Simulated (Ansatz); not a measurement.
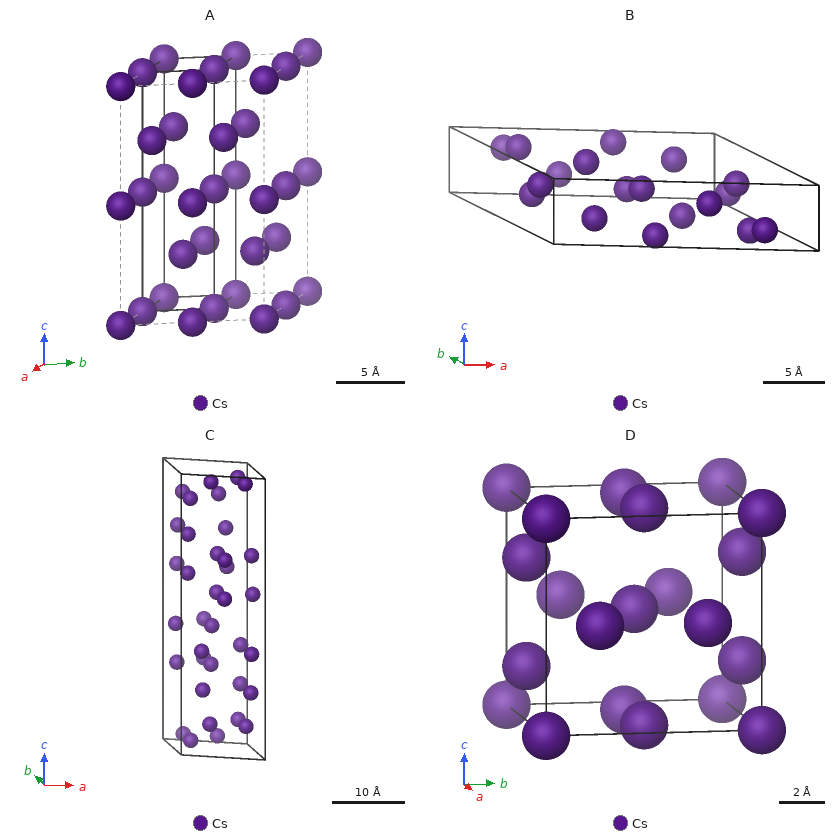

Four structures of Cs, each relaxed to rest (conventional cells in solid outline, small ones repeated, each panel with its own scale). Method: Ansatz, DFT PBE, scalar-relativistic, plane waves, PAW, without spin polarisation.

**What are the structures shown?**

A: double hexagonal close-packed (α-La type), P6_3/mmc; B: 18 atoms a cell on a rhombohedral (trigonal R) lattice, R-3; C: 36 atoms a cell on a rhombohedral (trigonal R) lattice, R-3m; D: β-tungsten (A15) type, Pm-3n.

**Rank them by energy, lowest first.**

A, then D (+9 meV/atom), B (+41 meV/atom) and C (+134 meV/atom), energies at zero smearing.

**Collect the results in a table.**

| panel | structure | E − E(lowest) (meV/atom) | volume (Å³/atom) | gap (eV) |
| --- | --- | --- | --- | --- |
| A | P6_3/mmc | 0 | 116.5 | metal |
| D | Pm-3n | 9 | 118.2 | metal |
| B | R-3 | 41 | 128.3 | metal |
| C | R-3m | 134 | 149.3 | metal |

Some of these may be structure types tried for this composition rather than known phases, and the most stable form need not be among them. Gaps are taken on the k-mesh or band path of each run.
